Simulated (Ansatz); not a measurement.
## Electronic structure of Cd$_{5}$S in real space

Input

```
crystal:
  lattice:
    - [3.666526087, 0.0, 0.0]
    - [-1.8332630435, 3.175304735, 0.0]
    - [0.0, 0.0, 12.2159434748]
  atoms:
    - { symbol: Cd, position: [0.6666666667, 0.3333333333, 0.8621976965] }
    - { symbol: Cd, position: [0.3333333333, 0.6666666667, 0.1378023035] }
    - { symbol: Cd, position: [0.6666666667, 0.3333333333, 0.317288293] }
    - { symbol: Cd, position: [0.0, 0.0, 0.5] }
    - { symbol: Cd, position: [0.3333333333, 0.6666666667, 0.682711707] }
    - { symbol: S, position: [0.0, 0.0, 0.0] }
basis:
  ecutwfc: 500
kpoints:
  mp_grid: { grid: [12, 12, 4] }
  band_path:
    path:
      - [[0.0, 0.0, 0.0], [0.5, 0.0, 0.0], [0.33333333, 0.33333333, 0.0], [0.0, 0.0, 0.0], [0.0, 0.0, 0.5], [0.5, 0.0, 0.5], [0.33333333, 0.33333333, 0.5], [0.0, 0.0, 0.5]]
      - [[0.5, 0.0, 0.5], [0.5, 0.0, 0.0]]
      - [[0.33333333, 0.33333333, 0.5], [0.33333333, 0.33333333, 0.0]]
    npoints: 14
hamiltonian:
  xc: r2scan
scf:
  occupations: { method: gaussian, width: 0.1 }
  n_extra_bands: 15
output:
  forces: true
  stress: true
  eigenvalues: true
  populations: true
  dos: { projected: true, de: 0.02, nscf_kmesh: { grid: [15, 15, 5] } }
  bader: true
  write_density: true
  write_potential: true
  elf: true
  volumetric_format: npy
```

Command:

```sh
ansatz run input.yaml --threads 1 --pin off --max-ram 2560MiB --backend cpu --events-out ev --progress --plain --runs-dir out
```

Below, planes, directions and counts refer to the conventional cell (a = 3.67 Å, b = 3.67 Å, c = 12.22 Å, α = 90.00°, β = 90.00°, γ = 120.00°).

Space group P-3m1; a generated structure, not necessarily the stable one.

These are results of DFT r2SCAN, scalar-relativistic, plane waves, PAW (Ansatz), not measurements.

In a PAW calculation such maps are meaningful between the atoms, not at the nuclei.

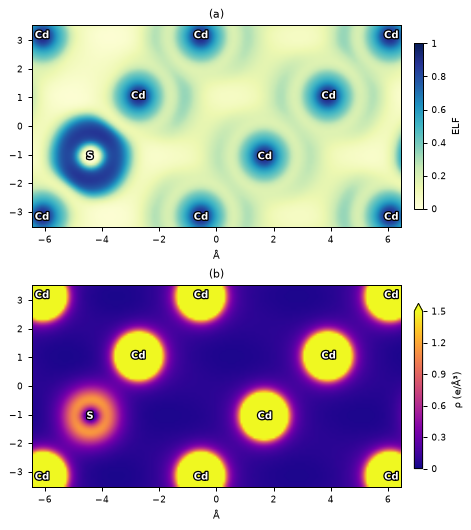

Figure 1. (a) ELF; (b) valence charge density (pseudo) on the (110) plane of the conventional cell.

**Interpret the plot.**

Atoms in the plane: Cd and S.
Cd–S (2.70 Å): ρ is about 0.29 e/Å³ halfway; the ELF peaks at about 0.85 in the valence shell of S, 0.8 Å from its nucleus, and drops to about 0.15 between the two atoms.
Between the atoms the lowest density in this plane is 0.03 e/Å³.
The features right at Cd lie inside the PAW spheres, where the map follows smoothed inner orbitals and isn't to be read closely.

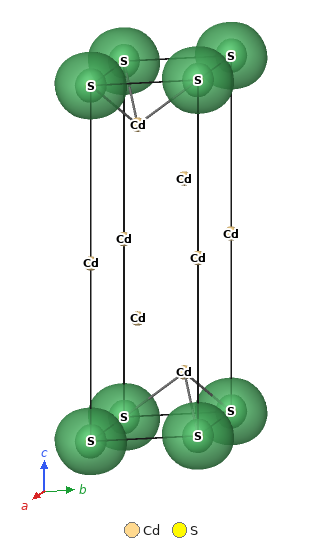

Figure 2. Isosurface of the electron localisation function at 0.7 (green), seen slightly off an axis. Only the valence region is drawn (cores and ρ < 0.01 e/Å³ removed). Sticks mark near contacts.

**Where are the electrons localised?**

At this value the surface marks out one region wrapped around S (its valence shell), counted in one cell of 6 atoms. Regions shared between cells count once.

**What Bader charges does the calculation give?**

Electrons move from Cd towards S. Bader charges: Cd 0.00 to +0.48 and S −0.99 e.

**Metal or insulator at this level of theory?**

It is gapless in this calculation (a metal or semimetal).
